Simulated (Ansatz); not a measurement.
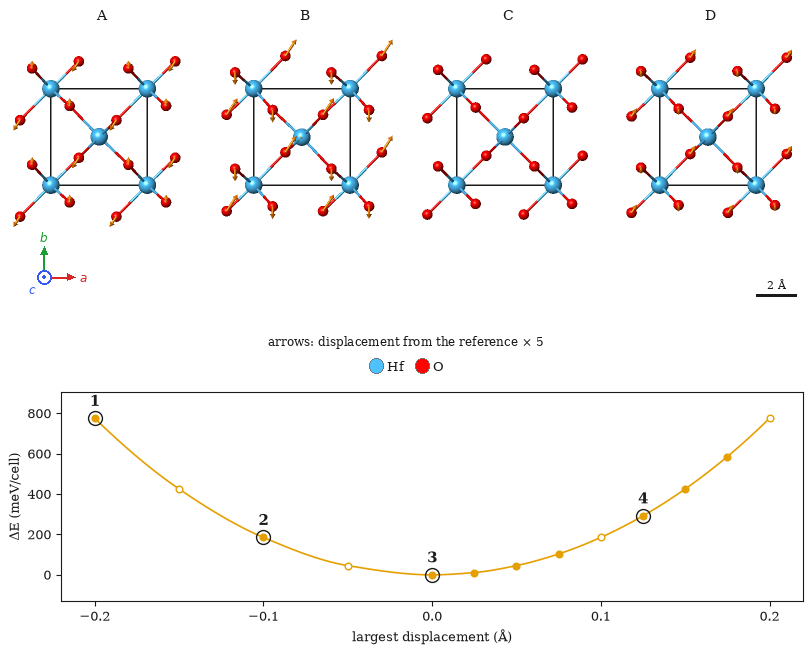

Energy scan for solid HfO2 (P4_2/mnm), in which a normal mode at the zone centre (one arbitrary combination within a set of 2 degenerate modes) is frozen in with the cell fixed, the amplitude being the largest displacement of an atom. The frames are shuffled; the numbered points of the plot belong to them. Hollow markers are points alike by symmetry, not computed again. A ball-and-stick model of the cell of the calculation, seen along the c axis. Orange arrows: displacements from the reference.

These are results of DFT r2SCAN, scalar-relativistic, plane waves, PAW (Ansatz), not measurements. Set-up: plane-wave cutoff 500 eV; k-point mesh 6 × 6 × 8; occupations gaussian; smearing width 0.05 eV; no spin polarisation. Energies (free energies at the smearing named) are counted from the relaxed crystal.

> Which frame belongs to which numbered point?

Point 1 is frame B (the amplitude −0.20 Å, 775 meV/cell); 2 is frame D (the amplitude −0.10 Å, 186 meV/cell); 3 is frame C (the amplitude 0.00 Å, 0 meV/cell); 4 is frame A (the amplitude 0.125 Å, 292 meV/cell). The harmonic wavenumber of the mode is 463 cm⁻¹, a stable vibration. Of the computed points the lowest is at the amplitude 0.00 Å, 0 meV/cell. At the ends of the scan the energy is 775 meV/cell (−0.20 Å) and 775 meV/cell (0.20 Å). The well is symmetric. At the highest point the shortest interatomic distance is 1.89 Å, against 2.09 Å in the reference.
